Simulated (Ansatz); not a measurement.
# Run report: AlCu4, geometry relaxation (part 2 of 2)

Continued. System: AlCu4 (20 atoms in the cell). Method: DFT PBEsol, scalar-relativistic, plane waves, PAW, no spin polarisation (Ansatz 0.2.0); cutoff 420 eV, 6×6×6 k-mesh, Gaussian smearing of 0.1 eV. The structure derives from a Materials Project entry. It belongs to a series of runs on one base structure; here: volume × 0.88, shape and atoms relaxed.

Geometry of the input (Å; fractional positions):
```
5.9650  0.0000  0.0000
0.0000  5.9650  0.0000
0.0000  0.0000  5.9650
Al 0.4397  0.9397  0.5603
Al 0.9397  0.5603  0.4397
Al 0.5603  0.4397  0.9397
Al 0.0603  0.0603  0.0603
Cu 0.8093  0.3093  0.1907
Cu 0.3093  0.1907  0.8093
Cu 0.1907  0.8093  0.3093
Cu 0.6907  0.6907  0.6907
Cu 0.0469  0.8752  0.7014
Cu 0.2986  0.5469  0.6248
Cu 0.3752  0.7986  0.9531
Cu 0.5469  0.6248  0.2986
Cu 0.7986  0.9531  0.3752
Cu 0.8752  0.7014  0.0469
Cu 0.9531  0.3752  0.7986
Cu 0.7014  0.0469  0.8752
Cu 0.6248  0.2986  0.5469
Cu 0.4531  0.1248  0.2014
Cu 0.2014  0.4531  0.1248
Cu 0.1248  0.2014  0.4531
```

### Output, continued
```
  k-point 1: bands = ["-95.4593", "-95.4592", "-95.4592", "-95.4592", "-94.8745", "-94.8689", "-94.8677", "-94.8674", "-94.8668", "-94.8665", "-94.8657", "-94.8630", "-94.8629", "-94.8620", "-94.8612", "-94.8612", "-53.0355", "-53.0352", "-53.0350", "-53.0344", "-53.0340", "-53.0340", "-53.0335", "-53.0334", "-52.8809", "-52.8801", "-52.8798", "-52.8797", "-52.4811", "-52.4800", "-52.4795", "-52.4760", "-52.4678", "-52.4673", "-52.4656", "-52.4651", "-52.4642", "-52.4501", "-52.4497", "-52.4496",
      "-52.4275", "-52.4262", "-52.4245", "-52.4190", "-52.4078", "-52.4047", "-52.4022", "-52.3953", "-52.3944", "-52.3930", "-52.3912", "-52.3911", "-52.3278", "-52.3268", "-52.3163", "-52.3142", "-52.2893", "-52.2884", "-52.2839", "-52.2733", "-52.2732", "-52.2664", "-52.2625", "-52.2599", "6.6651", "9.2274", "10.0325", "10.2445", "10.6730", "10.8432", "11.3698", "11.7041", "11.9193", "12.0954", "12.1831", "12.3567", "12.3981", "12.4444", "12.5000", "12.6515",
      "12.7621", "12.7758", "12.8429", "13.0548", "13.0901", "13.1042", "13.1938", "13.1948", "13.2373", "13.3286", "13.3530", "13.3695", "13.4212", "13.4416", "13.4776", "13.5035", "13.5382", "13.6055", "13.6159", "13.6340", "13.6947", "13.7506", "13.8541", "13.8968", "13.9055", "13.9601", "14.0476", "14.1005", "14.1637", "14.2166", "14.2432", "14.2706", "14.2785", "14.3504", "14.4204", "14.4505", "14.4571", "14.5822", "14.5857", "14.6268",
      "14.6316", "14.6720", "14.6968", "14.7991", "14.8280", "14.9879", "14.9951", "15.0175", "15.0386", "15.0964", "15.1034", "15.1180", "15.1705", "15.1902", "15.2156", "15.2170", "15.2362", "15.3124", "15.3434", "15.3468", "15.4597", "15.4887", "15.5210", "15.5436", "15.5510", "15.7044", "15.7525", "15.7984", "15.8601", "15.8728", "16.0465", "16.4105", "16.6023", "16.9243", "16.9391", "17.1191", "17.1732", "17.6340", "17.7031", "18.2237",
      "18.2372", "18.8790", "19.3179", "20.6143", "20.8771", "20.9437", "21.5456", "22.3152", "22.7245", "22.7544", "23.6160", "23.9291", "25.4992", "25.5269", "25.6470", "25.7092", "26.4626", "26.6271", "26.7085", "26.8593", "27.2810", "27.4688", "27.6481", "28.0992", "28.1167", "28.2624", "28.5695", "28.8419", "28.9436", "29.2891"]
  k-point 2: bands = ["-95.4593", "-95.4592", "-95.4592", "-95.4592", "-94.8736", "-94.8707", "-94.8678", "-94.8676", "-94.8664", "-94.8657", "-94.8653", "-94.8637", "-94.8627", "-94.8616", "-94.8614", "-94.8612", "-53.0356", "-53.0351", "-53.0349", "-53.0348", "-53.0342", "-53.0341", "-53.0333", "-53.0331", "-52.8808", "-52.8804", "-52.8797", "-52.8796", "-52.4817", "-52.4799", "-52.4790", "-52.4787", "-52.4671", "-52.4664", "-52.4658", "-52.4652", "-52.4596", "-52.4520", "-52.4499", "-52.4497",
      "-52.4275", "-52.4258", "-52.4234", "-52.4219", "-52.4089", "-52.4054", "-52.3995", "-52.3961", "-52.3951", "-52.3938", "-52.3905", "-52.3903", "-52.3305", "-52.3303", "-52.3092", "-52.3070", "-52.2937", "-52.2930", "-52.2811", "-52.2744", "-52.2728", "-52.2696", "-52.2611", "-52.2587", "7.0195", "8.3559", "10.2371", "10.4081", "10.9076", "10.9393", "11.3101", "11.7616", "11.8194", "11.8611", "12.0393", "12.1438", "12.3029", "12.4921", "12.5264", "12.6395",
      "12.8953", "12.9177", "12.9816", "13.0456", "13.0458", "13.0878", "13.1204", "13.1512", "13.2015", "13.2281", "13.2812", "13.3186", "13.4285", "13.4299", "13.5079", "13.5814", "13.6230", "13.6356", "13.6555", "13.6644", "13.7306", "13.7734", "13.8565", "13.9633", "13.9668", "14.0318", "14.0436", "14.1051", "14.1123", "14.1448", "14.2429", "14.2771", "14.2933", "14.3237", "14.3780", "14.3984", "14.4102", "14.5709", "14.6280", "14.6313",
      "14.6648", "14.7040", "14.8221", "14.8405", "14.9172", "14.9380", "14.9712", "15.0087", "15.0471", "15.1035", "15.1138", "15.1394", "15.1769", "15.2012", "15.2199", "15.2370", "15.2781", "15.2869", "15.3681", "15.3851", "15.4175", "15.4411", "15.5781", "15.5827", "15.6010", "15.6459", "15.7159", "15.7405", "15.8132", "15.8870", "16.0633", "16.2026", "16.4442", "16.4970", "16.7836", "17.1280", "17.1886", "17.5995", "17.6844", "18.9191",
      "18.9705", "19.3653", "19.8266", "19.9294", "20.9801", "21.2721", "21.6612", "21.8255", "23.6566", "23.8402", "24.0320", "24.5789", "24.7513", "24.8958", "25.0201", "25.2244", "25.7814", "25.9198", "26.1494", "26.2341", "26.5392", "26.8559", "27.2944", "27.4129", "28.0026", "28.1977", "28.3471", "28.3974", "28.9194", "29.2313"]
  k-point 23: bands = ["-95.4592", "-95.4592", "-95.4592", "-95.4592", "-94.8703", "-94.8703", "-94.8703", "-94.8703", "-94.8656", "-94.8656", "-94.8656", "-94.8656", "-94.8611", "-94.8611", "-94.8611", "-94.8611", "-53.0351", "-53.0351", "-53.0351", "-53.0351", "-53.0337", "-53.0337", "-53.0337", "-53.0337", "-52.8801", "-52.8801", "-52.8801", "-52.8801", "-52.4796", "-52.4796", "-52.4796", "-52.4796", "-52.4657", "-52.4657", "-52.4657", "-52.4657", "-52.4536", "-52.4536", "-52.4536", "-52.4536",
      "-52.4262", "-52.4262", "-52.4262", "-52.4262", "-52.3973", "-52.3973", "-52.3973", "-52.3973", "-52.3965", "-52.3965", "-52.3965", "-52.3965", "-52.3231", "-52.3231", "-52.3231", "-52.3231", "-52.2752", "-52.2752", "-52.2752", "-52.2752", "-52.2717", "-52.2717", "-52.2717", "-52.2717", "9.1104", "9.1104", "9.1104", "9.1104", "10.0991", "10.0991", "10.0991", "10.0991", "12.2859", "12.2859", "12.2859", "12.2859", "12.4827", "12.4827", "12.4827", "12.4827",
      "12.8688", "12.8688", "12.8688", "12.8688", "13.2187", "13.2187", "13.2187", "13.2187", "13.3314", "13.3314", "13.3314", "13.3314", "13.5027", "13.5027", "13.5027", "13.5027", "13.7440", "13.7440", "13.7440", "13.7440", "13.9778", "13.9778", "13.9778", "13.9778", "14.0098", "14.0098", "14.0098", "14.0098", "14.2373", "14.2373", "14.2373", "14.2373", "14.4204", "14.4204", "14.4204", "14.4204", "14.6051", "14.6051", "14.6051", "14.6051",
      "14.7334", "14.7334", "14.7334", "14.7334", "14.8909", "14.8909", "14.8909", "14.8909", "15.0211", "15.0211", "15.0211", "15.0211", "15.1989", "15.1989", "15.1989", "15.1989", "15.2931", "15.2931", "15.2931", "15.2931", "15.4529", "15.4529", "15.4529", "15.4529", "15.6056", "15.6056", "15.6056", "15.6056", "15.8557", "15.8557", "15.8557", "15.8557", "18.2536", "18.2536", "18.2536", "18.2536", "18.5479", "18.5479", "18.5479", "18.5479",
      "20.4458", "20.4458", "20.4458", "20.4458", "21.1033", "21.1033", "21.1033", "21.1033", "22.2142", "22.2142", "22.2142", "22.2142", "22.4821", "22.4821", "22.4821", "22.4821", "26.8115", "26.8115", "26.8115", "26.8115", "27.5667", "27.5667", "27.5667", "27.5667", "28.0868", "28.0868", "28.0868", "28.0868", "29.0364", "29.0364"]
--- Relaxed structure (3 steps of the walk, 3 accepted, 0 SCFs on fresh bases) ---
  F+E_penalty+E_count = -107518.88552016 eV   max|allowed force component| = 1.102e-3 eV/Å
  atoms:
    - { symbol: Al, position: [0.4395656196012008, 0.9395656196012008, 0.5604343803987993] }
    - { symbol: Al, position: [0.9395656196012008, 0.5604343803987993, 0.4395656196012008] }
    - { symbol: Al, position: [0.5604343803987993, 0.4395656196012008, 0.9395656196012008] }
    - { symbol: Al, position: [0.06043438039879932, 0.06043438039879932, 0.06043438039879932] }
    - { symbol: Cu, position: [0.8096774889463871, 0.30967748894638714, 0.19032251105361297] }
    - { symbol: Cu, position: [0.30967748894638714, 0.19032251105361297, 0.8096774889463871] }
    - { symbol: Cu, position: [0.19032251105361297, 0.8096774889463871, 0.30967748894638714] }
    - { symbol: Cu, position: [0.6903225110536131, 0.6903225110536131, 0.6903225110536131] }
    - { symbol: Cu, position: [0.04668388506534662, 0.8751676768920281, 0.7018015481798576] }
    - { symbol: Cu, position: [0.2981984518201423, 0.5466838850653466, 0.6248323231079719] }
    - { symbol: Cu, position: [0.3751676768920283, 0.7981984518201426, 0.9533161149346535] }
    - { symbol: Cu, position: [0.5466838850653466, 0.6248323231079719, 0.2981984518201423] }
    - { symbol: Cu, position: [0.7981984518201426, 0.9533161149346535, 0.3751676768920283] }
    - { symbol: Cu, position: [0.8751676768920281, 0.7018015481798576, 0.04668388506534662] }
    - { symbol: Cu, position: [0.9533161149346535, 0.3751676768920283, 0.7981984518201426] }
    - { symbol: Cu, position: [0.7018015481798576, 0.04668388506534662, 0.8751676768920281] }
    - { symbol: Cu, position: [0.6248323231079719, 0.2981984518201423, 0.5466838850653466] }
    - { symbol: Cu, position: [0.4533161149346534, 0.12483232310797189, 0.2018015481798577] }
    - { symbol: Cu, position: [0.2018015481798577, 0.4533161149346534, 0.12483232310797189] }
    - { symbol: Cu, position: [0.12483232310797189, 0.2018015481798577, 0.4533161149346534] }
```

### Trajectory as extended XYZ (Å, eV, eV/Å), 3 frames, from step=1 to step=3
```
20
Lattice="5.9650 0.0000 0.0000 0.0000 5.9650 0.0000 0.0000 0.0000 5.9650" Properties=species:S:1:pos:R:3:forces:R:3 step=1 energy=-107518.88501
Al    2.6226    5.6051    3.3424    0.0044   0.0044  -0.0044
Al    5.6051    3.3424    2.6226    0.0044  -0.0044   0.0044
Al    3.3424    2.6226    5.6051   -0.0044   0.0044   0.0044
Al    0.3599    0.3599    0.3599   -0.0044  -0.0044  -0.0044
Cu    4.8274    1.8449    1.1376    0.0127   0.0127  -0.0127
Cu    1.8449    1.1376    4.8274    0.0127  -0.0127   0.0127
Cu    1.1376    4.8274    1.8449   -0.0127   0.0127   0.0127
Cu    4.1201    4.1201    4.1201   -0.0127  -0.0127  -0.0127
Cu    0.2796    5.2208    4.1840   -0.0049  -0.0025   0.0236
Cu    1.7810    3.2622    3.7267   -0.0236  -0.0049   0.0025
Cu    2.2383    4.7635    5.6854   -0.0025  -0.0236   0.0049
Cu    3.2622    3.7267    1.7810   -0.0049   0.0025  -0.0236
Cu    4.7635    5.6854    2.2383   -0.0236   0.0049  -0.0025
Cu    5.2208    4.1840    0.2796   -0.0025   0.0236  -0.0049
Cu    5.6854    2.2383    4.7635    0.0049  -0.0025  -0.0236
Cu    4.1840    0.2796    5.2208    0.0236  -0.0049  -0.0025
Cu    3.7267    1.7810    3.2622    0.0025  -0.0236  -0.0049
Cu    2.7029    0.7442    1.2015    0.0049   0.0025   0.0236
Cu    1.2015    2.7029    0.7442    0.0236   0.0049   0.0025
Cu    0.7442    1.2015    2.7029    0.0025   0.0236   0.0049
20
Lattice="5.9650 0.0000 0.0000 0.0000 5.9650 0.0000 0.0000 0.0000 5.9650" Properties=species:S:1:pos:R:3:forces:R:3 step=2 energy=-107518.88527
Al    2.6224    5.6049    3.3426    0.0024   0.0024  -0.0024
Al    5.6049    3.3426    2.6224    0.0024  -0.0024   0.0024
Al    3.3426    2.6224    5.6049   -0.0024   0.0024   0.0024
Al    0.3601    0.3601    0.3601   -0.0024  -0.0024  -0.0024
Cu    4.8280    1.8455    1.1370    0.0098   0.0098  -0.0098
Cu    1.8455    1.1370    4.8280    0.0098  -0.0098   0.0098
Cu    1.1370    4.8280    1.8455   -0.0098   0.0098   0.0098
Cu    4.1195    4.1195    4.1195   -0.0098  -0.0098  -0.0098
Cu    0.2793    5.2207    4.1847   -0.0034  -0.0019   0.0153
Cu    1.7803    3.2618    3.7268   -0.0153  -0.0034   0.0019
Cu    2.2382    4.7628    5.6857   -0.0019  -0.0153   0.0034
Cu    3.2618    3.7268    1.7803   -0.0034   0.0019  -0.0153
Cu    4.7628    5.6857    2.2382   -0.0153   0.0034  -0.0019
Cu    5.2207    4.1847    0.2793   -0.0019   0.0153  -0.0034
Cu    5.6857    2.2382    4.7628    0.0034  -0.0019  -0.0153
Cu    4.1847    0.2793    5.2207    0.0153  -0.0034  -0.0019
Cu    3.7268    1.7803    3.2618    0.0019  -0.0153  -0.0034
Cu    2.7032    0.7443    1.2022    0.0034   0.0019   0.0153
Cu    1.2022    2.7032    0.7443    0.0153   0.0034   0.0019
Cu    0.7443    1.2022    2.7032    0.0019   0.0153   0.0034
20
Lattice="5.9650 0.0000 0.0000 0.0000 5.9650 0.0000 0.0000 0.0000 5.9650" Properties=species:S:1:pos:R:3:forces:R:3 step=3 energy=-107518.88552
Al    2.6220    5.6045    3.3430   -0.0006  -0.0006   0.0006
Al    5.6045    3.3430    2.6220   -0.0006   0.0006  -0.0006
Al    3.3430    2.6220    5.6045    0.0006  -0.0006  -0.0006
Al    0.3605    0.3605    0.3605    0.0006   0.0006   0.0006
Cu    4.8297    1.8472    1.1353   -0.0008  -0.0008   0.0008
Cu    1.8472    1.1353    4.8297   -0.0008   0.0008  -0.0008
Cu    1.1353    4.8297    1.8472    0.0008  -0.0008  -0.0008
Cu    4.1178    4.1178    4.1178    0.0008   0.0008   0.0008
Cu    0.2785    5.2204    4.1863   -0.0011  -0.0010  -0.0002
Cu    1.7788    3.2610    3.7271    0.0002  -0.0011   0.0010
Cu    2.2379    4.7613    5.6865   -0.0010   0.0002   0.0011
Cu    3.2610    3.7271    1.7788   -0.0011   0.0010   0.0002
Cu    4.7613    5.6865    2.2379    0.0002   0.0011  -0.0010
Cu    5.2204    4.1863    0.2785   -0.0010  -0.0002  -0.0011
Cu    5.6865    2.2379    4.7613    0.0011  -0.0010   0.0002
Cu    4.1863    0.2785    5.2204   -0.0002  -0.0011  -0.0010
Cu    3.7271    1.7788    3.2610    0.0010   0.0002  -0.0011
Cu    2.7040    0.7446    1.2037    0.0011   0.0010  -0.0002
Cu    1.2037    2.7040    0.7446   -0.0002   0.0011   0.0010
Cu    0.7446    1.2037    2.7040    0.0010  -0.0002   0.0011
```

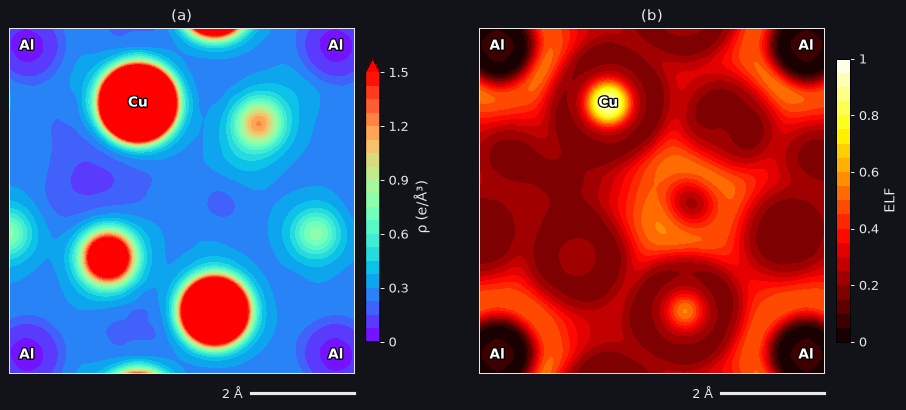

*(a) valence electron density; (b) ELF on the (010) plane of the conventional cell.*

Al–Cu (2.41 Å): the density is about 0.34 e/Å³ at the midpoint; the ELF is about 0.40 at the midpoint, as expected for nearly free electrons, as in a simple metal. Away from the nuclei the density in this plane falls to 0.13 e/Å³ at its lowest. The strong features right at Cu lie inside the PAW spheres (semicore, d or f shells) and say nothing about bonding. The fields are those of the smooth PAW valence density.

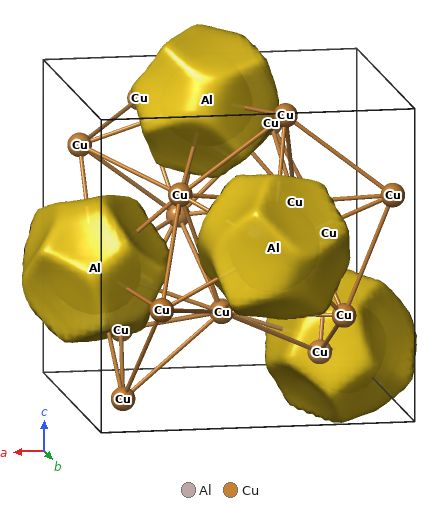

*Isosurface of the electron localisation function at 0.4 (yellow), seen at an oblique angle. Core shells and regions of very low density are left out. Sticks mark near contacts. The outline is the cell set on symmetry axes.*

Values along the shortest contacts: Al–Cu (2.25 Å): the ELF is about 0.40 at the midpoint, as expected for nearly free electrons, as in a simple metal. Cu–Cu (2.40 Å): the ELF is about 0.25 at the midpoint (no shared electron pair).
